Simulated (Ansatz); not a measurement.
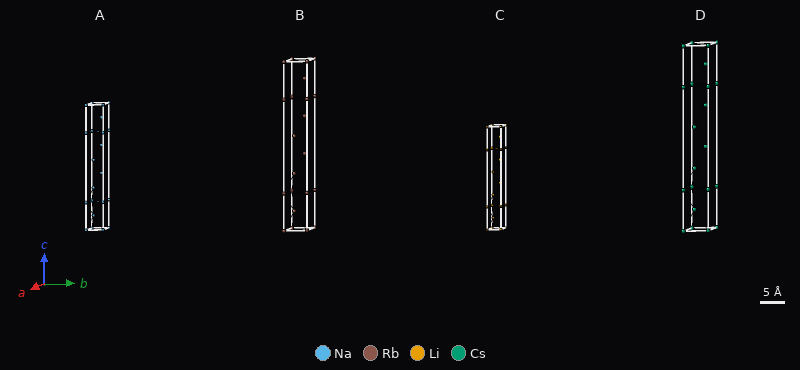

One structure type (space group R-3m for the parent) with different elements on its sites, each relaxed in cell and atoms to zero pressure (within 0.1 GPa). A ball-and-stick model of the conventional cell (3 times the calculation's cell), seen slightly off an axis. Lengths and directions refer to the drawn axes.

Theory: DFT PBE, scalar-relativistic, plane waves, PAW in Ansatz. (plane-wave cutoff 420 eV; occupations gaussian; smearing width 0.1 eV; no spin polarisation) The k-mesh is chosen for each cell (15×15×15, 12×12×12, 9×9×9).

Give the formulas, and rank the crystals by volume per atom, smallest first.

Answer. C = Li (20.3 Å³), A = Na (37.1 Å³), B = Rb (91.2 Å³), D = Cs (116.7 Å³).
